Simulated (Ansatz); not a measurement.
# Pd: geometry relaxation (part 2 of 3)

Continued. System: Pd (Fm-3m, 1 atom in the cell). Method: DFT with r2SCAN, PAW plane waves, spin–orbit coupling (Ansatz 0.2.0); cutoff 500 eV, 10×10×10 k-mesh, Fermi–Dirac smearing. The structure is a generated one, with these elements put on the sites of a known structure type; it need not be a known phase.

Geometry of the input (Å; fractional positions):
```
0.0000  1.9981  1.9981
1.9981  0.0000  1.9981
1.9981  1.9981  0.0000
Pd 0.0000  0.0000  0.0000
```

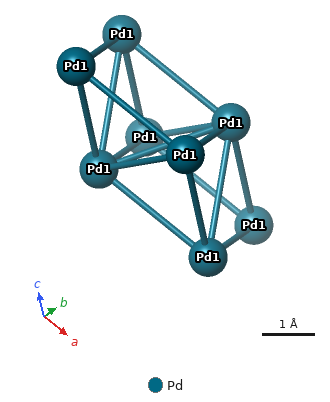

Figure 1. The geometry at step 5 of the log (ball-and-stick view of the reduced cell, seen slightly off an axis; atoms are numbered from 1 in the order of the input).

## Log, continued
```
SCF iter   1: F=-6978.442169 eV  HF=-6978.069368 eV  |F-HF|=3.73e-1  |Δ(HF+E_count)|=         —  Δρ=1.85e-2  dr2=4.75e-2  dr2_τ=8.44e-2  dr2_m=2.42e-3  ethr=2.63e-4  |M|=2.34e-1 ∫|m|=2.62e-1 μB  |m|>n=0.0e0 m-floor=0.0e0 τ_xc=2.7e-4  β_m=1.13  ⟨swp⟩=1.1  Hψ=23722  notcnv=0
preconditioner: auto → none  [metal: Δε(μ)=0.014 eV  Ē_g=15.621 eV  σ=0.100 eV  W_gap=0.03  n_scr=8 (ndim 8)  ℏωp=31.3 eV  f_vac=0.000  D(μ)=1.36/eV (n_scr^D=14)]
SCF iter   2: F=-6978.477792 eV  HF=-6978.479270 eV  |F-HF|=1.48e-3  |Δ(HF+E_count)|=   4.10e-1  Δρ=7.86e-3  dr2=4.16e-3  dr2_τ=3.98e-4  dr2_m=2.65e-4  ethr=2.63e-4  |M|=2.04e-1 ∫|m|=2.35e-1 μB  |m|>n=0.0e0 m-floor=0.0e0 τ_xc=2.4e-4  β_m=1.20  ⟨swp⟩=2.2  Hψ=8284  notcnv=0  κ⁻¹=1.0e0(r=1)
SCF iter   3: F=-6978.480114 eV  HF=-6978.479363 eV  |F-HF|=7.51e-4  |Δ(HF+E_count)|=   9.26e-5  Δρ=3.77e-3  dr2=6.78e-4  dr2_τ=4.69e-5  dr2_m=1.03e-4  ethr=2.31e-5  |M|=1.92e-1 ∫|m|=2.21e-1 μB  |m|>n=0.0e0 m-floor=0.0e0 τ_xc=2.1e-4  β_m=1.20  ⟨swp⟩=1.2  Hψ=6948  notcnv=0  κ⁻¹=1.3e-2(r=2)
SCF iter   4: F=-6978.480326 eV  HF=-6978.479736 eV  |F-HF|=5.89e-4  |Δ(HF+E_count)|=   3.74e-4  Δρ=2.19e-3  dr2=2.56e-4  dr2_τ=1.40e-5  dr2_m=3.89e-5  ethr=3.77e-6  |M|=1.81e-1 ∫|m|=2.07e-1 μB  |m|>n=0.0e0 m-floor=0.0e0 τ_xc=1.8e-4  β_m=1.20  ⟨swp⟩=1.6  Hψ=4821  notcnv=0  κ⁻¹=6.6e-4(r=3)
SCF iter   5: F=-6978.480529 eV  HF=-6978.480224 eV  |F-HF|=3.04e-4  |Δ(HF+E_count)|=   4.88e-4  Δρ=5.02e-4  dr2=2.71e-5  dr2_τ=1.42e-6  dr2_m=1.42e-5  ethr=1.42e-6  |M|=1.62e-1 ∫|m|=1.86e-1 μB  |m|>n=0.0e0 m-floor=0.0e0 τ_xc=1.4e-4  β_m=1.20  ⟨swp⟩=2.1  Hψ=6805  notcnv=0  κ⁻¹=8.7e-5(r=4)
SCF iter   6: F=-6978.480615 eV  HF=-6978.480407 eV  |F-HF|=2.08e-4  |Δ(HF+E_count)|=   1.83e-4  Δρ=4.63e-4  dr2=1.33e-6  dr2_τ=1.28e-6  dr2_m=1.39e-5  ethr=1.50e-7  |M|=1.53e-1 ∫|m|=1.75e-1 μB  |m|>n=0.0e0 m-floor=0.0e0 τ_xc=1.3e-4  β_m=1.20  ⟨swp⟩=2.8  Hψ=7226  notcnv=0  κ⁻¹=8.5e-7(r=5)
SCF iter   7: F=-6978.480777 eV  HF=-6978.480700 eV  |F-HF|=7.69e-5  |Δ(HF+E_count)|=   2.93e-4  Δρ=4.49e-4  dr2=2.28e-7  dr2_τ=1.20e-6  dr2_m=1.30e-5  ethr=7.37e-9  |M|=1.29e-1 ∫|m|=1.47e-1 μB  |m|>n=0.0e0 m-floor=0.0e0 τ_xc=9.2e-5  β_m=1.20  ⟨swp⟩=3.0  Hψ=8728  notcnv=0  κ⁻¹=5.4e-7(r=6)
SCF iter   8: F=-6978.480817 eV  HF=-6978.480759 eV  |F-HF|=5.83e-5  |Δ(HF+E_count)|=   5.88e-5  Δρ=4.28e-4  dr2=3.07e-7  dr2_τ=1.12e-6  dr2_m=1.18e-5  ethr=5.56e-10  |M|=1.22e-1 ∫|m|=1.38e-1 μB  |m|>n=0.0e0 m-floor=0.0e0 τ_xc=8.2e-5  β_m=1.20  ⟨swp⟩=11.3  Hψ=31833  notcnv=0  κ⁻¹=9.6e-8(r=7)
SCF iter   9: F=-6978.481019 eV  HF=-6978.480998 eV  |F-HF|=2.06e-5  |Δ(HF+E_count)|=   2.39e-4  Δρ=1.30e-4  dr2=1.43e-7  dr2_τ=1.00e-7  dr2_m=1.10e-6  ethr=1.27e-9  |M|=6.41e-2 ∫|m|=7.29e-2 μB  |m|>n=0.0e0 m-floor=0.0e0 τ_xc=2.2e-5  β_m=1.20  ⟨swp⟩=3.9  Hψ=11171  notcnv=0  κ⁻¹=1.3e-8(r=8)
SCF iter  10: F=-6978.481047 eV  HF=-6978.481035 eV  |F-HF|=1.23e-5  |Δ(HF+E_count)|=   3.64e-5  Δρ=8.25e-5  dr2=2.65e-8  dr2_τ=3.04e-8  dr2_m=4.42e-7  ethr=5.56e-10  |M|=4.93e-2 ∫|m|=5.60e-2 μB  |m|>n=0.0e0 m-floor=0.0e0 τ_xc=1.3e-5  β_m=1.20  ⟨swp⟩=11.2  Hψ=34884  notcnv=0  κ⁻¹=6.7e-7(r=8)
SCF iter  11: F=-6978.481072 eV  HF=-6978.481069 eV  |F-HF|=2.40e-6  |Δ(HF+E_count)|=   3.50e-5  Δρ=7.60e-5  dr2=1.69e-8  dr2_τ=2.90e-8  dr2_m=3.73e-7  ethr=1.47e-10  |M|=2.97e-2 ∫|m|=3.38e-2 μB  |m|>n=0.0e0 m-floor=0.0e0 τ_xc=4.7e-6  β_m=1.20  ⟨swp⟩=10.4  Hψ=35469  notcnv=0  κ⁻¹=4.7e-6(r=8)
SCF iter  12: F=-6978.481083 eV  HF=-6978.481083 eV  |F-HF|=1.17e-7  |Δ(HF+E_count)|=   1.38e-5  Δρ=5.57e-5  dr2=2.77e-8  dr2_τ=1.74e-8  dr2_m=2.00e-7  ethr=9.41e-11  |M|=1.23e-2 ∫|m|=1.39e-2 μB  |m|>n=0.0e0 m-floor=0.0e0 τ_xc=8.1e-7  β_m=1.20  ⟨swp⟩=10.3  Hψ=34628  notcnv=0  κ⁻¹=3.6e-6(r=8)
SCF iter  13: F=-6978.481077 eV  HF=-6978.481077 eV  |F-HF|=4.06e-7  |Δ(HF+E_count)|=   6.36e-6  Δρ=1.08e-4  dr2=4.01e-8  dr2_τ=6.20e-8  dr2_m=7.51e-7  ethr=9.41e-11  |M|=2.32e-2 ∫|m|=2.63e-2 μB  |m|>n=0.0e0 m-floor=0.0e0 τ_xc=2.9e-6  β_m=1.20  ⟨swp⟩=10.4  Hψ=31143  notcnv=0  κ⁻¹=2.9e-5(r=8)
SCF iter  14: F=-6978.481079 eV  HF=-6978.481077 eV  |F-HF|=1.67e-6  |Δ(HF+E_count)|=   1.71e-7  Δρ=4.00e-5  dr2=1.90e-9  dr2_τ=7.13e-9  dr2_m=1.03e-7  ethr=9.41e-11  |M|=2.11e-2 ∫|m|=2.40e-2 μB  |m|>n=0.0e0 m-floor=0.0e0 τ_xc=2.4e-6  β_m=1.20  ⟨swp⟩=8.1  Hψ=26533  notcnv=0  κ⁻¹=2.6e-5(r=8)
iter 15 did not close the SCF: its close was put off for a magnetic moment that had not settled (scf_convergence_deferred on its scf_iter line)
SCF iter  15: F=-6978.481085 eV  HF=-6978.481085 eV  |F-HF|=2.09e-8  |Δ(HF+E_count)|=   8.36e-6  Δρ=1.46e-5  dr2=8.25e-10  dr2_τ=1.05e-9  dr2_m=1.38e-8  ethr=1.05e-11  |M|=4.06e-3 ∫|m|=4.60e-3 μB  |m|>n=0.0e0 m-floor=0.0e0 τ_xc=8.9e-8  β_m=1.20  ⟨swp⟩=10.3  Hψ=34478  notcnv=0  κ⁻¹=3.1e-5(r=8)
iter 16 did not close the SCF: its close was put off for a magnetic moment that had not settled (scf_convergence_deferred on its scf_iter line)
SCF iter  16: F=-6978.481086 eV  HF=-6978.481086 eV  |F-HF|=4.53e-9  |Δ(HF+E_count)|=   2.71e-7  Δρ=2.85e-6  dr2=4.09e-11  dr2_τ=4.81e-11  dr2_m=5.26e-10  ethr=4.58e-12  |M|=1.97e-4 ∫|m|=2.25e-4 μB  |m|>n=0.0e0 m-floor=0.0e0 τ_xc=1.9e-10  β_m=1.20  ⟨swp⟩=5.1  Hψ=26640  notcnv=0  κ⁻¹=5.2e-6(r=8)
SCF iter  17: F=-6978.481086 eV  HF=-6978.481086 eV  |F-HF|=5.78e-10  |Δ(HF+E_count)|=   3.31e-9  Δρ=5.19e-7  dr2=7.18e-12  dr2_τ=5.19e-13  dr2_m=6.44e-12  ethr=1.00e-12  |M|=2.94e-4 ∫|m|=3.34e-4 μB  |m|>n=0.0e0 m-floor=0.0e0 τ_xc=4.6e-10  ⟨swp⟩=4.0  Hψ=19950  notcnv=0
WARN: the starting moments were not kept: the SCF closed with an absolute magnetisation of 3.3e-4 μB, where they sum to 1 μB in size (1 site). That is at most 0.1 of that sum. Measured as dr2_m measures the in/out step, that magnetisation stands 8.4e-8 eV from none, at or under the dr2_threshold of 1.0e-7 eV: it is no larger than a step whose dr2_m would equal this threshold. The system may hold no moment; this SCF shows only that its start led to no more than that. This SCF took its magnetisation from the state that an earlier stage of the run handed on, and the starting moments (crystal.atoms[].spin, magnetization.per_species, magnetization.initial_magnetization, or on a non-collinear deck that types none of these the spinor_matrix: blocks that start its atoms; where the total moment is fixed, keep their sum and leave initial_magnetization as it is) reach it only through that state. Under a hybrid functional, moments that its semilocal warm-up loses can be held through it (magnetization.spin_locking: {lock_spins: true, release_at_the_exchange_loop: true}, refused in a deck that types no crystal.atoms[].spin or magnetization.per_species, and beside md: or magnetic_configurations:, beside output.atomic_orbital_hamiltonian at one k-point under exchange of full range, and beside output.current_voltage). To try another start, change the starting moments or, where the run itself opened from a saved state (the deck's checkpoint.read, a session's seed or a resume), run it without that state.
SCF 2 converged in 17 iterations: F = -6978.481086 eV  dr2 = 7.18e-12
relax step   2: F+E_penalty+E_count = -6978.48108572 eV  Δ(F+E_penalty+E_count) = -2.930e-3 eV  max|allowed force component| = 0.000e0 eV/Å  Δτ_max = 0.0000 Å  P = +13.049 GPa  Ω = 14.074 Å³  energy of the carried Pulay correction = +3.357e-3 eV  (17 SCF iters, dr2 threshold 1.00e-7 eV, rejected (line search))
[... from here on the SCF iterations and repeated set-up lines of each step are left out, up to the last step ...]
SCF 3 converged in 18 iterations: F = -6978.511762 eV  dr2 = 1.76e-13
relax step   3: F+E_penalty+E_count = -6978.51176225 eV  Δ(F+E_penalty+E_count) = -3.361e-2 eV  max|allowed force component| = 0.000e0 eV/Å  Δτ_max = 0.0000 Å  P = -1.692 GPa  Ω = 15.090 Å³  energy of the carried Pulay correction = +1.494e-3 eV  (18 SCF iters, accepted)
SCF 4 converged in 15 iterations: F = -6978.512798 eV  dr2 = 3.13e-13
relax step   4: F+E_penalty+E_count = -6978.51279776 eV  Δ(F+E_penalty+E_count) = -1.036e-3 eV  max|allowed force component| = 0.000e0 eV/Å  Δτ_max = 0.0000 Å  P = +0.323 GPa  Ω = 14.921 Å³  energy of the carried Pulay correction = +1.795e-3 eV  (15 SCF iters, accepted)
SCF 5 converged in 8 iterations: F = -6978.512776 eV  dr2 = 5.55e-12
relax step   5: F+E_penalty+E_count = -6978.51277610 eV  Δ(F+E_penalty+E_count) = +2.166e-5 eV  max|allowed force component| = 0.000e0 eV/Å  Δτ_max = 0.0000 Å  P = -0.007 GPa  Ω = 14.948 Å³  energy of the carried Pulay correction = +1.747e-3 eV  (8 SCF iters, accepted)
SCF 6 converged in 7 iterations: F = -6978.511250 eV  dr2 = 7.11e-12
relax step   6: F+E_penalty+E_count = -6978.51125011 eV  Δ(F+E_penalty+E_count) = +1.526e-3 eV  max|allowed force component| = 0.000e0 eV/Å  Δτ_max = 0.0000 Å  P = -0.080 GPa  Ω = 14.948 Å³  stress off target by 8.03e-2 GPa  SCF on the basis re-selected at this cell (its energy is not comparable with the rows above)  (7 SCF iters)
SCF 7 converged in 6 iterations: F = -6978.511263 eV  dr2 = 1.39e-10
relax step   7: F+E_penalty+E_count = -6978.51126326 eV  Δ(F+E_penalty+E_count) = -1.315e-5 eV  max|allowed force component| = 0.000e0 eV/Å  Δτ_max = 0.0000 Å  P = -0.000 GPa  Ω = 14.941 Å³  energy of the carried Pulay correction = +1.151e-5 eV  (6 SCF iters, dr2 threshold 1.61e-8 eV, accepted)
Projection manifold: j_resolved (fully-relativistic pseudo-atomic orbitals)
iter 1 solved again at ethr=2.23e-8 eV; its pass at ethr=3.10e-3 eV (dr2=4.01e-6 eV) is discarded
SCF iter   1: F=-6978.511263 eV  HF=-6978.511263 eV  |F-HF|=1.42e-10  |Δ(HF+E_count)|=         —  Δρ=1.22e-6  dr2=1.03e-10  dr2_τ=5.80e-12  dr2_m=1.08e-11  ethr=2.23e-8  |M|=2.15e-4 ∫|m|=2.42e-4 μB  |m|>n=0.0e0 m-floor=0.0e0 τ_xc=2.7e-10  β_m=1.20  ⟨swp⟩=3.0  Hψ=33816  notcnv=0
eigensolver tolerance schedule: the retry pair's looser diagonalisation over-reported the residual by 38836.71 of it (diagonalisation noise at 0.39 of the residual, at the tolerance the schedule requests for it); recorded, not acted on — ethr = c·dr2/N_el stays at c = 1.0e-1
SCF iter   2: F=-6978.511263 eV  HF=-6978.511263 eV  |F-HF|=8.37e-11  |Δ(HF+E_count)|=   6.01e-7  Δρ=8.89e-7  dr2=6.72e-11  dr2_τ=3.00e-12  dr2_m=7.97e-12  ethr=1.00e-12  |M|=2.18e-4 ∫|m|=2.46e-4 μB  |m|>n=0.0e0 m-floor=0.0e0 τ_xc=2.8e-10  β_m=1.20  ⟨swp⟩=2.9  Hψ=8403  notcnv=0  κ⁻¹=1.0e0(r=1)
SCF iter   3: F=-6978.511263 eV  HF=-6978.511263 eV  |F-HF|=3.27e-11  |Δ(HF+E_count)|=  9.09e-11  Δρ=4.28e-7  dr2=1.47e-11  dr2_τ=4.17e-13  dr2_m=2.56e-12  ethr=1.00e-12  |M|=2.27e-4 ∫|m|=2.56e-4 μB  |m|>n=0.0e0 m-floor=0.0e0 τ_xc=3.1e-10  ⟨swp⟩=6.3  Hψ=19704  notcnv=0
the starting moments were not kept: the SCF closed with an absolute magnetisation of 2.5e-4 μB, where they sum to 1 μB in size (1 site). That is at most 0.1 of that sum.
SCF 8 converged in 3 iterations: F = -6978.511263 eV  dr2 = 1.47e-11
relax step   8: F+E_penalty+E_count = -6978.51126326 eV  Δ(F+E_penalty+E_count) = -7.276e-11 eV  max|allowed force component| = 0.000e0 eV/Å  Δτ_max = 0.0000 Å  P = -0.000 GPa  Ω = 14.941 Å³  stress off target by 6.50e-4 GPa  SCF on the basis re-selected at this cell (its energy is not comparable with the rows above)  (3 SCF iters)
```

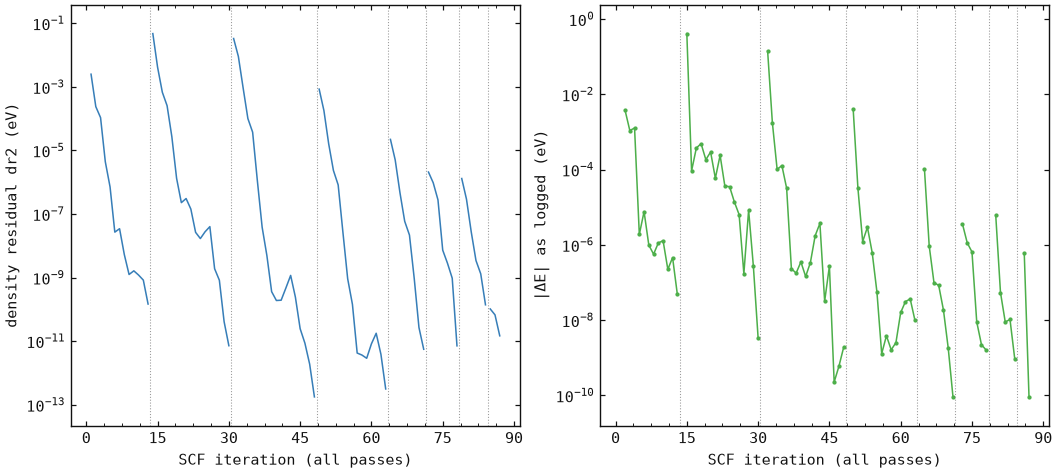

Figure 2. Convergence of the self-consistent field: density residual dr2 and size of the energy change against the SCF iteration. The dotted lines part the SCF passes of the relaxation: geometry steps, rejected trials and re-solves on a re-selected basis. The 8 passes take 3 to 18 iterations each, 87 in all.

```
basis re-selected at this cell: Δ(F+E_penalty+E_count) = -7.276e-11 eV, ΔP = -0.000 GPa vs the last step (what re-selecting the basis moved, of the pressure what is left beyond the Pulay correction that the steps carried, after the strain that the cell walked since its last selection, with what the two solves' SCF thresholds leave and, on support functions, any second-order correction that the steps lacked; it is no measure of the basis error at this ecutwfc). This SCF's stress stands 6.50e-4 GPa from its target on what of the cell is left free (relax.cell.stress_tol is 5.00e-2 GPa) and its largest allowed force component is 0.00e0 eV/Å (relax.f_tol is 1.00e-2 eV/Å): within both
SCF converged after 3 iterations
Stability not checked: this state was not tested for a lower state beside it, because the mixer in use, unlike msr1, does not test its closes by its own steps (another_mixer; see scf.mixing.algorithm and scf.lower_state_search)
Magnetization: |M| = 0.0002 μB,  M = (-0.0002, -0.0002, +0.0000) μB
Absolute magnetization: 0.0003 μB (∫|m|, with the PAW one-centre terms)
  site 0: m = (-0.0002, -0.0002, +0.0000) μB, |m| = 0.0002 μB  (R = 1.14 Å)
Free energy (F): -6978.511263 eV
Harris-Foulkes:  -6978.511263 eV  (|F-HF|=3.27e-11)
Internal energy: -6978.458357 eV  (E = F + TS)
E sigma→0 (E₀):  -6978.484810 eV
Entropy (-TS):   -0.052907 eV (-52.907 meV/atom)
Fermi energy:    19.318778 eV
--- Per-component energies (eV) ---
  E_band       = -160.042989
  E_kinetic    = 515.237653
  E_local      = -1770.421421  (includes V_loc(G=0)·N_el)
  E_nonlocal   = 216.561376
  E_hartree    = 720.584383
  E_xc         = -160.260393
  E_vxc        = -232.414779  (∫ρ·V_xc dr)
  E_paw        = -3764.154803  (= ΣΔE_a)
  E_vpaw       = -347.259297  (= ΣTr[D̂ρ^β])
  E_aug_tail   = 0.000105  (compensation charges beyond the density's cutoff)
  E_vtau       = 17.084792  (kinetic-family band-sum trace: ∫τ·v_τ [+ j·A + Jᵃ·Aᵃ] dr)
  E_ewald      = -2735.552879
  E_core_change = -0.452378  (= ΣΔE_core)
  E_smearing   = -0.052907  (= −TS)
  E_closure    = -0.000000  (closes the sum)
  Σ components = -6978.511263   (vs F -6978.511263, Δ=0.00e0)
--- Forces (eV/Å), atoms counted from 1 ---
  atom   1  Pd    -0.00000000     0.00000000     0.00000000
  max |Σ_I F_I| component: 2.12e-22 eV/Å
--- Stress (GPa, compression-positive) ---
       -0.000376       0.000145      -0.000000
        0.000145      -0.000376      -0.000000
       -0.000000      -0.000000      -0.000650
  P = ⅓ Tr σ = -0.0005 GPa (-0.005 kbar)
--- Band table (eV; the first three rows and the last of 171) ---
  k-point 0: bands = ["-67.1041", "-67.1038", "-34.8587", "-34.8586", "-30.4170", "-30.4169", "-30.4168", "-30.4167", "12.2271", "12.2271", "16.2843", "16.2844", "16.2845", "16.2845", "16.5957", "16.5958", "18.0182", "18.0182", "18.0184", "18.0184", "37.0180", "37.0180", "41.7045", "41.7045", "41.9324", "41.9324"]
  k-point 1: bands = ["-67.0989", "-67.0986", "-34.8730", "-34.8729", "-30.4484", "-30.4483", "-30.4233", "-30.4231", "12.5934", "12.5935", "16.2282", "16.2284", "16.3790", "16.3792", "16.6762", "16.6764", "17.9433", "17.9434", "17.9946", "17.9947", "37.3541", "37.3541", "39.9240", "39.9240", "42.2009", "42.2009"]
  k-point 2: bands = ["-67.0852", "-67.0849", "-34.9105", "-34.9104", "-30.5294", "-30.5293", "-30.4395", "-30.4393", "13.5001", "13.5001", "16.1713", "16.1716", "16.5024", "16.5026", "16.8833", "16.8835", "17.9161", "17.9162", "18.0961", "18.0962", "36.1449", "36.1450", "38.2903", "38.2903", "43.1821", "43.1821"]
  k-point 170: bands = ["-67.0311", "-67.0308", "-35.0544", "-35.0543", "-30.7558", "-30.7557", "-30.5857", "-30.5857", "13.8477", "13.8478", "14.1132", "14.1134", "19.1245", "19.1247", "19.4486", "19.4486", "19.7324", "19.7324", "22.9506", "22.9506", "30.4572", "30.4573", "32.8567", "32.8567", "33.3145", "33.3145"]
--- Relaxed structure (6 steps of the walk, 5 accepted, 2 SCFs on fresh bases) ---
  F+E_penalty+E_count = -6978.51126326 eV   max|allowed force component| = 0.000e0 eV/Å   (the final SCF, on the basis selected at the relaxed cell)
  cell:  # Å, volume = 14.9411 Å³
    - [-1.8909608944578577e-6, 1.9548671966477247, 1.9548769306999971]
    - [1.9548671966477247, -1.8909608944578577e-6, 1.9548769306999971]
    - [1.9548653056868301, 1.9548653056868301, 1.8438877544040918e-33]
  atoms:
    - { symbol: Pd, position: [0.0, 0.0, 0.0] }
--- Löwdin populations: 1 site ---
  site symbol       q [e]
     0     Pd     17.4082
  spilling = 0.032877 (of n_electrons = 18.000000)
--- Bader charges: 1 site ---
  site symbol  charge [e]  shift [e]  m_x [muB]  m_y [muB]  m_z [muB]
     0     Pd      0.0000     0.0000    -0.0002    -0.0002     0.0000
  estimated error of the sums over rays = 3.5e-7 e
```
